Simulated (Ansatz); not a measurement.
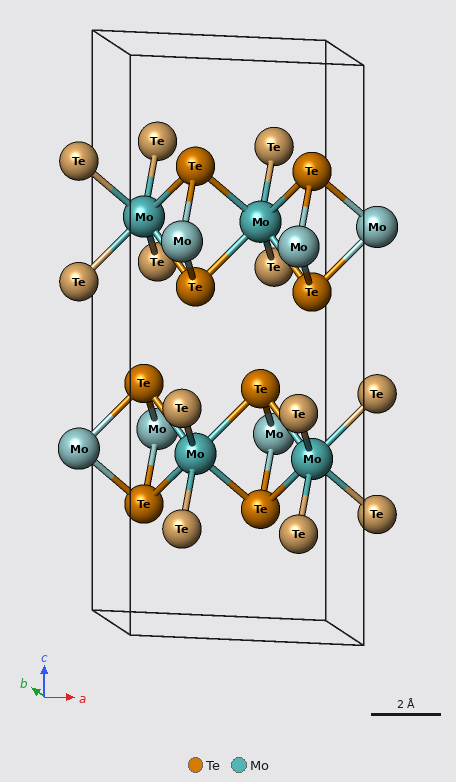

Figure 1. The input geometry (ball-and-stick view of the 2 × 1 repeat of the cell, with the vacuum cut short, seen slightly off an axis; neighbours outside the cell are drawn fainter).

Geometry relaxation, with input and output: MoTe₂ (part 1 of 2)

System: MoTe₂ (slab, 6 atoms in the cell).
Method: DFT PBE+D3(BJ), scalar-relativistic, plane waves, PAW, no spin polarisation (Ansatz 0.2.0).

The structure derives from an entry of the Crystallography Open Database.

## The input
```yaml
crystal:
  lattice:
    - [3.4963748075, 0.0, 0.0]
    - [-1.7481874038, 3.0279494045, 0.0]
    - [0.0, 0.0, 46.9720268902]
  atoms:
    - { symbol: Te, position: [0.3333333333, 0.6666666667, 0.3883802325] }
    - { symbol: Mo, position: [0.6666666667, 0.3333333333, 0.4270749888] }
    - { symbol: Te, position: [0.3333333333, 0.6666666667, 0.4657697452] }
    - { symbol: Te, position: [0.6666666667, 0.3333333333, 0.5342302548] }
    - { symbol: Mo, position: [0.3333333333, 0.6666666667, 0.5729250112] }
    - { symbol: Te, position: [0.6666666667, 0.3333333333, 0.6116197675] }
  periodic: [true, true, false]
basis:
  ecutwfc: 420
kpoints:
  mp_grid: { grid: [9, 9, 1] }
hamiltonian:
  xc: pbe
  dispersion: d3bj
scf:
  occupations: { method: gaussian, width: 0.02 }
output:
  forces: true
  stress: true
  eigenvalues: true
  write_density: true
  write_potential: true
  elf: true
  volumetric_format: npy
relax:
  adjacent_minimum: "off"
  f_tol: 0.005
  max_steps: 80
  cell: { stress_2d_tol: 0.02 }
```

Hardware: 2 threads of Arm Neoverse V2, 24 GiB of memory available, shared host.

Launch command:
```bash
ansatz run input.yaml --threads 2 --pin off --max-ram 5120MiB --backend cpu --events-out ev --progress --plain --runs-dir out
```

## Log
```
Engine: ansatz 0.2.0, aarch64-unknown-linux-gnu
Pseudopotentials: kind: paw
Pseudopotential: Te, paw, valence charge 16, recommended cutoff 420 eV (normal), Te.paw.azcp
Pseudopotential: Mo, paw, valence charge 14, recommended cutoff 420 eV (normal), Mo.paw.azcp
Functional definition: PBE
  parameter kappa = 0.804
  parameter beta = 0.06672455060314922
  exchange = pbe_x(kappa = kappa, mu = beta*pi^2/3)
  correlation = pbe_c(beta = beta)
Crystal: 6 atoms, lattice volume = 497.286 Å³
Basis set: ecut = 420 eV, 9691 PW (Γ), exchange–correlation on 48×48×640 points (8 copies of the dense FFT grid, shifted against one another)
Bands: 56, of which v1, the nominal top of the filled ones, is band 46 counted from 1 (45 counted from 0)
Symmetry: 12 space group operations
Space group: P-3m1 (ITA 164), of the structure as read, at distance tolerance 7.9e-5 Å
k-points: 12 of 81
Non-local potential: Te, projectors of the file, l = 0: 2, l = 1: 2, l = 2: 2, l = 3: 2
Non-local potential: Mo, projectors of the file, l = 0: 3, l = 1: 2, l = 2: 2, l = 3: 1
PAW form: soft (Blöchl's): semilocal exchange-correlation on the pseudo side does not see the compensation charge
PAW one-centre angular grid: Te, 590 points (default); XC on 64 Gauss nodes
PAW one-centre angular grid: Mo, 590 points (default); XC on 64 Gauss nodes
Initial density: superposition of atomic densities (neutral atoms: chi_scale 0, normalization atom), corrected by the library's trained network
Initial wavefunctions: pseudopotential atomic-orbital guess
Functional: x = pbe(κ = 0.804, μ = 0.2195149727645171), c = pbe(β = 0.06672455060314922)
SCF iter   1: F=—  HF=-37836.215413 eV  |F-HF|=—  |Δ(HF+E_count)|=         —  Δρ=2.62e-3  dr2=1.09e-1  ethr=1.77e-3  ⟨swp⟩=17.2  Hψ=4413  notcnv=0  defer=3
preconditioner: auto → Resta (q_TF=auto, 2.059 Å⁻¹)  ε∞=2.8  [insulator: Δε(μ)=0.877 eV  Ē_g=7.354 eV  σ=0.020 eV  W_gap=1.00  n_scr=30 (ndim 8)  ℏωp=10.0 eV  f_vac=0.693  D(μ)=0.00/eV (n_scr^D=0)  ε∞_Penn≈2.8  vacuum switching on, ρ_ref=3.9e-3 e/Å³]
SCF iter   2: F=—  HF=-37836.232980 eV  |F-HF|=—  |Δ(HF+E_count)|=   1.76e-2  Δρ=2.04e-3  dr2=2.29e-1  ethr=1.18e-4  ⟨swp⟩=4.4  Hψ=1554  notcnv=0  defer=36
SCF iter   3: F=—  HF=-37836.217688 eV  |F-HF|=—  |Δ(HF+E_count)|=   1.53e-2  Δρ=1.08e-3  dr2=3.64e-3  ethr=1.18e-4  ⟨swp⟩=3.7  Hψ=1028  notcnv=0  defer=36
SCF iter   4: F=—  HF=-37836.220482 eV  |F-HF|=—  |Δ(HF+E_count)|=   2.79e-3  Δρ=1.93e-4  dr2=2.82e-4  ethr=3.96e-6  ⟨swp⟩=3.7  Hψ=1327  notcnv=0  defer=36
SCF iter   5: F=—  HF=-37836.220487 eV  |F-HF|=—  |Δ(HF+E_count)|=   4.54e-6  Δρ=1.19e-4  dr2=2.34e-4  ethr=3.07e-7  ⟨swp⟩=3.4  Hψ=1231  notcnv=0  defer=36
SCF iter   6: F=—  HF=-37836.220467 eV  |F-HF|=—  |Δ(HF+E_count)|=   2.03e-5  Δρ=4.22e-5  dr2=1.23e-5  ethr=2.55e-7  ⟨swp⟩=2.1  Hψ=730  notcnv=0  defer=36
SCF iter   7: F=—  HF=-37836.220556 eV  |F-HF|=—  |Δ(HF+E_count)|=   8.93e-5  Δρ=1.02e-5  dr2=7.51e-7  ethr=1.34e-8  ⟨swp⟩=3.0  Hψ=1385  notcnv=0  defer=36
SCF iter   8: F=—  HF=-37836.220557 eV  |F-HF|=—  |Δ(HF+E_count)|=   1.01e-6  Δρ=3.80e-6  dr2=1.02e-7  ethr=8.17e-10  ⟨swp⟩=4.2  Hψ=1562  notcnv=0  defer=36
SCF iter   9: F=-37836.220557 eV  HF=-37836.220557 eV  |F-HF|=1.31e-8  |Δ(HF+E_count)|=   1.43e-7  Δρ=1.08e-6  dr2=8.78e-9  ethr=1.09e-10  ⟨swp⟩=27.8  Hψ=6609  notcnv=0
SCF 1 converged in 9 iterations: F = -37836.220557 eV  dr2 = 8.78e-9
  greatest PAW one-centre occupation: 0.998 electrons in one spin orbital (limit 2), on the Mo atom at site 4 (counted from 0), in its partial waves of l = 0
relax step   1: F+E_penalty+E_count = -37836.22055708 eV  Δ(F+E_penalty+E_count) = +0.000e0 eV  max|allowed force component| = 2.594e-2 eV/Å  Δτ_max = 0.0000 Å  P = +0.317 N/m  Ω = 497.286 Å³  fix = [c, alpha, beta]  reactions: c +0.000 N/m  (9 SCF iters, dr2 threshold 1.00e-7 eV, accepted)
Crystal: 6 atoms, lattice volume = 499.287 Å³
Basis set: ecut = 420 eV, 9715 PW (Γ), exchange–correlation on 48×48×640 points (8 copies of the dense FFT grid, shifted against one another)
Initial density: handed on by an earlier stage of this run
Initial wavefunctions: those handed on with the density
iter 1 solved again at ethr=1.11e-6 eV; its pass at ethr=3.10e-3 eV (dr2=1.02e-3 eV) is discarded
SCF iter   1: F=—  HF=-37836.220415 eV  |F-HF|=—  |Δ(HF+E_count)|=         —  Δρ=2.68e-4  dr2=1.06e-3  ethr=1.11e-6  ⟨swp⟩=3.2  Hψ=3761  notcnv=0
preconditioner: auto → Resta (q_TF=auto, 2.058 Å⁻¹)  ε∞=2.8  [insulator: Δε(μ)=0.917 eV  Ē_g=7.335 eV  σ=0.020 eV  W_gap=1.00  n_scr=30 (ndim 8)  ℏωp=10.0 eV  f_vac=0.692  D(μ)=0.00/eV (n_scr^D=0)  ε∞_Penn≈2.8  vacuum switching on, ρ_ref=3.9e-3 e/Å³]
SCF iter   2: F=—  HF=-37836.220441 eV  |F-HF|=—  |Δ(HF+E_count)|=   2.61e-5  Δρ=2.72e-4  dr2=1.56e-3  ethr=1.11e-6  ⟨swp⟩=3.0  Hψ=981  notcnv=0
SCF iter   3: F=—  HF=-37836.220295 eV  |F-HF|=—  |Δ(HF+E_count)|=   1.46e-4  Δρ=1.08e-4  dr2=7.36e-5  ethr=1.11e-6  ⟨swp⟩=2.7  Hψ=972  notcnv=0
SCF iter   4: F=—  HF=-37836.220256 eV  |F-HF|=—  |Δ(HF+E_count)|=   3.90e-5  Δρ=2.79e-5  dr2=1.80e-5  ethr=8.00e-8  ⟨swp⟩=3.7  Hψ=1230  notcnv=0
SCF iter   5: F=—  HF=-37836.220360 eV  |F-HF|=—  |Δ(HF+E_count)|=   1.05e-4  Δρ=1.90e-5  dr2=3.93e-6  ethr=1.95e-8  ⟨swp⟩=2.8  Hψ=829  notcnv=0
SCF iter   6: F=—  HF=-37836.220360 eV  |F-HF|=—  |Δ(HF+E_count)|=   1.69e-7  Δρ=5.56e-6  dr2=2.48e-7  ethr=4.27e-9  ⟨swp⟩=2.9  Hψ=956  notcnv=0
SCF iter   7: F=-37836.220360 eV  HF=-37836.220360 eV  |F-HF|=6.88e-9  |Δ(HF+E_count)|=   1.51e-8  Δρ=1.40e-6  dr2=1.45e-8  ethr=6.49e-11  ⟨swp⟩=17.8  Hψ=6283  notcnv=0
SCF 2 converged in 7 iterations: F = -37836.220360 eV  dr2 = 1.45e-8
relax step   2: F+E_penalty+E_count = -37836.22036006 eV  Δ(F+E_penalty+E_count) = +1.970e-4 eV  max|allowed force component| = 4.793e-2 eV/Å  Δτ_max = 0.0053 Å  P = -0.311 N/m  Ω = 499.287 Å³  energy of the carried Pulay correction = -1.174e-4 eV  fix = [c, alpha, beta]  (7 SCF iters, dr2 threshold 5.97e-8 eV, rejected (line search))
Crystal: 6 atoms, lattice volume = 498.267 Å³
iter 1 solved again at ethr=5.46e-7 eV; its pass at ethr=3.10e-3 eV (dr2=5.02e-4 eV) is discarded
SCF iter   1: F=—  HF=-37836.220737 eV  |F-HF|=—  |Δ(HF+E_count)|=         —  Δρ=2.26e-4  dr2=5.11e-4  ethr=5.46e-7  ⟨swp⟩=3.0  Hψ=3916  notcnv=0
preconditioner: auto → Resta (q_TF=auto, 2.059 Å⁻¹)  ε∞=2.8  [insulator: Δε(μ)=0.911 eV  Ē_g=7.348 eV  σ=0.020 eV  W_gap=1.00  n_scr=30 (ndim 8)  ℏωp=10.0 eV  f_vac=0.692  D(μ)=0.00/eV (n_scr^D=0)  ε∞_Penn≈2.8  vacuum switching on, ρ_ref=3.9e-3 e/Å³]
SCF iter   2: F=—  HF=-37836.220734 eV  |F-HF|=—  |Δ(HF+E_count)|=   3.50e-6  Δρ=1.77e-4  dr2=6.97e-4  ethr=5.46e-7  ⟨swp⟩=2.8  Hψ=898  notcnv=0
SCF iter   3: F=—  HF=-37836.220673 eV  |F-HF|=—  |Δ(HF+E_count)|=   6.11e-5  Δρ=9.62e-5  dr2=5.60e-5  ethr=5.46e-7  ⟨swp⟩=2.8  Hψ=884  notcnv=0
SCF iter   4: F=—  HF=-37836.220641 eV  |F-HF|=—  |Δ(HF+E_count)|=   3.16e-5  Δρ=2.83e-5  dr2=1.25e-5  ethr=6.09e-8  ⟨swp⟩=3.3  Hψ=1095  notcnv=0
SCF iter   5: F=—  HF=-37836.220638 eV  |F-HF|=—  |Δ(HF+E_count)|=   2.94e-6  Δρ=1.49e-5  dr2=1.06e-6  ethr=1.36e-8  ⟨swp⟩=3.1  Hψ=972  notcnv=0
SCF iter   6: F=—  HF=-37836.220744 eV  |F-HF|=—  |Δ(HF+E_count)|=   1.06e-4  Δρ=4.19e-6  dr2=7.64e-8  ethr=1.15e-9  ⟨swp⟩=3.4  Hψ=1296  notcnv=0
SCF iter   7: F=—  HF=-37836.220744 eV  |F-HF|=—  |Δ(HF+E_count)|=   1.33e-8  Δρ=1.03e-6  dr2=4.55e-9  ethr=8.30e-11  ⟨swp⟩=3.1  Hψ=1378  notcnv=0
SCF iter   8: F=—  HF=-37836.220744 eV  |F-HF|=—  |Δ(HF+E_count)|=   3.47e-9  Δρ=3.92e-7  dr2=7.88e-10  ethr=4.95e-12  ⟨swp⟩=3.8  Hψ=1655  notcnv=0
SCF iter   9: F=—  HF=-37836.220744 eV  |F-HF|=—  |Δ(HF+E_count)|=   1.02e-9  Δρ=8.04e-8  dr2=5.69e-11  ethr=1.00e-12  ⟨swp⟩=2.8  Hψ=1372  notcnv=0
SCF iter  10: F=—  HF=-37836.220744 eV  |F-HF|=—  |Δ(HF+E_count)|=  2.62e-10  Δρ=2.92e-8  dr2=4.73e-12  ethr=1.00e-12  ⟨swp⟩=1.8  Hψ=791  notcnv=0
SCF iter  11: F=-37836.220744 eV  HF=-37836.220744 eV  |F-HF|=4.15e-10  |Δ(HF+E_count)|=  3.06e-10  Δρ=7.90e-9  dr2=3.78e-13  ethr=1.00e-12  ⟨swp⟩=11.7  Hψ=4099  notcnv=0
SCF 3 converged in 11 iterations: F = -37836.220744 eV  dr2 = 3.78e-13
relax step   3: F+E_penalty+E_count = -37836.22074443 eV  Δ(F+E_penalty+E_count) = -1.874e-4 eV  max|allowed force component| = 1.589e-3 eV/Å  Δτ_max = 0.0007 Å  P = +0.042 N/m  Ω = 498.267 Å³  energy of the carried Pulay correction = -5.766e-5 eV  fix = [c, alpha, beta]  reactions: c +0.000 N/m  (11 SCF iters, accepted)
Crystal: 6 atoms, lattice volume = 498.441 Å³
iter 1 solved again at ethr=2.08e-8 eV; its pass at ethr=3.10e-3 eV (dr2=1.91e-5 eV) is discarded
SCF iter   1: F=—  HF=-37836.220676 eV  |F-HF|=—  |Δ(HF+E_count)|=         —  Δρ=6.27e-5  dr2=1.95e-5  ethr=2.08e-8  ⟨swp⟩=4.5  Hψ=3966  notcnv=0
preconditioner: auto → Resta (q_TF=auto, 2.059 Å⁻¹)  ε∞=2.8  [insulator: Δε(μ)=0.913 eV  Ē_g=7.347 eV  σ=0.020 eV  W_gap=1.00  n_scr=30 (ndim 8)  ℏωp=10.0 eV  f_vac=0.692  D(μ)=0.00/eV (n_scr^D=0)  ε∞_Penn≈2.8  vacuum switching on, ρ_ref=3.9e-3 e/Å³]
SCF iter   2: F=—  HF=-37836.220647 eV  |F-HF|=—  |Δ(HF+E_count)|=   2.93e-5  Δρ=3.32e-5  dr2=1.41e-5  ethr=2.08e-8  ⟨swp⟩=2.4  Hψ=770  notcnv=0
SCF iter   3: F=—  HF=-37836.220642 eV  |F-HF|=—  |Δ(HF+E_count)|=   5.28e-6  Δρ=2.71e-5  dr2=1.70e-5  ethr=1.53e-8  ⟨swp⟩=3.0  Hψ=870  notcnv=0
SCF iter   4: F=—  HF=-37836.220640 eV  |F-HF|=—  |Δ(HF+E_count)|=   1.57e-6  Δρ=6.17e-6  dr2=1.66e-7  ethr=1.53e-8  ⟨swp⟩=2.4  Hψ=919  notcnv=0
SCF iter   5: F=—  HF=-37836.220737 eV  |F-HF|=—  |Δ(HF+E_count)|=   9.66e-5  Δρ=4.14e-6  dr2=2.35e-7  ethr=1.81e-10  ⟨swp⟩=4.2  Hψ=1432  notcnv=0
SCF iter   6: F=—  HF=-37836.220737 eV  |F-HF|=—  |Δ(HF+E_count)|=   1.72e-8  Δρ=8.24e-7  dr2=4.37e-9  ethr=1.81e-10  ⟨swp⟩=2.6  Hψ=927  notcnv=0
SCF iter   7: F=-37836.220737 eV  HF=-37836.220737 eV  |F-HF|=9.46e-10  |Δ(HF+E_count)|=  2.91e-10  Δρ=2.82e-7  dr2=3.45e-10  ethr=1.14e-12  ⟨swp⟩=14.8  Hψ=5375  notcnv=0
SCF 4 converged in 7 iterations: F = -37836.220737 eV  dr2 = 3.45e-10
relax step   4: F+E_penalty+E_count = -37836.22073692 eV  Δ(F+E_penalty+E_count) = +7.513e-6 eV  max|allowed force component| = 2.186e-3 eV/Å  Δτ_max = 0.0014 Å  P = +0.001 N/m  Ω = 498.441 Å³  energy of the carried Pulay correction = -6.786e-5 eV  fix = [c, alpha, beta]  reactions: c +0.000 N/m  (7 SCF iters, dr2 threshold 1.05e-9 eV, accepted)
Initial wavefunctions: pseudopotential atomic-orbital guess (no wavefunctions were taken with the density)
iter 1 solved again at ethr=1.67e-7 eV; its pass at ethr=3.10e-3 eV (dr2=1.54e-4 eV) is discarded
SCF iter   1: F=—  HF=-37836.220178 eV  |F-HF|=—  |Δ(HF+E_count)|=         —  Δρ=2.22e-5  dr2=5.47e-8  ethr=1.67e-7  ⟨swp⟩=7.2  Hψ=7434  notcnv=0
eigensolver tolerance schedule: the retry pair's looser diagonalisation over-reported the residual by 2807.96 of it (diagonalisation noise at 0.18 of the residual, at the tolerance the schedule requests for it); recorded, not acted on — ethr = c·dr2/N_el stays at c = 1.0e-1
preconditioner: auto → Resta (q_TF=auto, 2.059 Å⁻¹)  ε∞=2.8  [insulator: Δε(μ)=0.912 eV  Ē_g=7.346 eV  σ=0.020 eV  W_gap=1.00  n_scr=30 (ndim 8)  ℏωp=10.0 eV  f_vac=0.692  D(μ)=0.00/eV (n_scr^D=0)  ε∞_Penn≈2.8  vacuum switching on, ρ_ref=3.9e-3 e/Å³]
SCF iter   2: F=—  HF=-37836.220600 eV  |F-HF|=—  |Δ(HF+E_count)|=   4.22e-4  Δρ=1.11e-5  dr2=1.57e-8  ethr=5.94e-11  ⟨swp⟩=5.2  Hψ=2309  notcnv=0
SCF iter   3: F=—  HF=-37836.220810 eV  |F-HF|=—  |Δ(HF+E_count)|=   2.11e-4  Δρ=1.99e-6  dr2=6.76e-8  ethr=1.71e-11  ⟨swp⟩=4.9  Hψ=1703  notcnv=0  recentre
SCF iter   4: F=—  HF=-37836.220816 eV  |F-HF|=—  |Δ(HF+E_count)|=   5.19e-6  Δρ=3.54e-7  dr2=1.35e-10  ethr=1.71e-11  ⟨swp⟩=3.0  Hψ=977  notcnv=0
SCF iter   5: F=—  HF=-37836.220817 eV  |F-HF|=—  |Δ(HF+E_count)|=   1.22e-6  Δρ=1.48e-7  dr2=1.04e-10  ethr=1.00e-12  ⟨swp⟩=3.5  Hψ=1138  notcnv=0
SCF iter   6: F=—  HF=-37836.220817 eV  |F-HF|=—  |Δ(HF+E_count)|=   3.57e-7  Δρ=6.73e-8  dr2=1.05e-10  ethr=1.00e-12  ⟨swp⟩=2.3  Hψ=863  notcnv=0
SCF iter   7: F=—  HF=-37836.220817 eV  |F-HF|=—  |Δ(HF+E_count)|=   9.21e-8  Δρ=1.66e-8  dr2=7.23e-12  ethr=1.00e-12  ⟨swp⟩=2.2  Hψ=912  notcnv=0
SCF iter   8: F=-37836.220817 eV  HF=-37836.220817 eV  |F-HF|=1.35e-9  |Δ(HF+E_count)|=   6.64e-9  Δρ=5.33e-9  dr2=3.65e-13  ethr=1.00e-12  ⟨swp⟩=12.3  Hψ=4044  notcnv=0
SCF 5 converged in 8 iterations: F = -37836.220817 eV  dr2 = 3.65e-13
relax step   5: F+E_penalty+E_count = -37836.22081736 eV  Δ(F+E_penalty+E_count) = -8.044e-5 eV  max|allowed force component| = 2.176e-3 eV/Å  Δτ_max = 0.0000 Å  P = +0.000 N/m  Ω = 498.441 Å³  fix = [c, alpha, beta]  reactions: c +0.000 N/m  stress off target by 3.56e-4 N/m on what of the cell is left free  SCF on the basis re-selected at this cell (its energy is not comparable with the rows above)  (8 SCF iters)
```

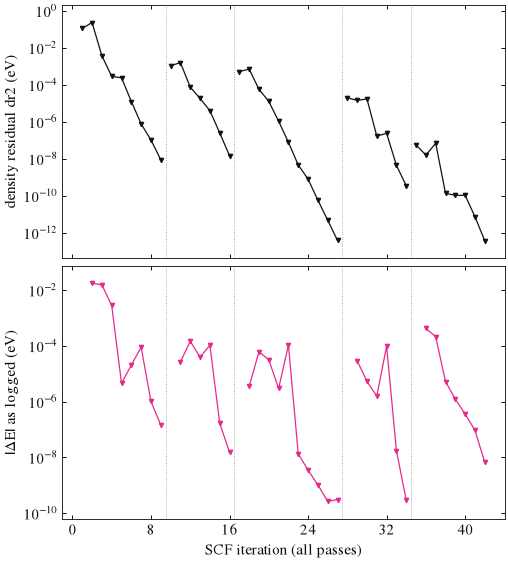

Figure 2. Convergence of the self-consistent field: density residual dr2 and size of the energy change against the SCF iteration. The dotted lines part the SCF passes of the relaxation: geometry steps, rejected trials and re-solves on a re-selected basis. The 5 passes take 7 to 11 iterations each, 42 in all.

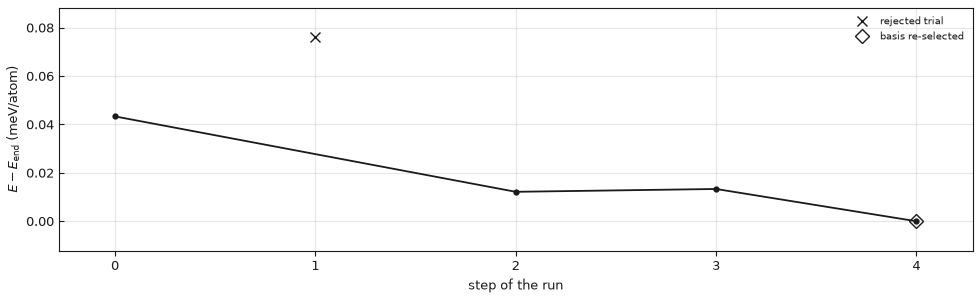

Figure 3. Progress of the relaxation, step by step (the first geometry is step 0 here and step 1 in the log). Over 3 geometry steps the energy falls by next to nothing (0.0 meV per atom). The largest force component goes from 0.026 to 0.0022 eV/Å. The line search rejected the trial step at point 1 (counted from 0) and went back. No atom moves by more than 0.005 Å relative to the cell. A last SCF at the same geometry on a re-selected plane-wave basis shifts the energy by next to nothing (0.0 meV per atom).
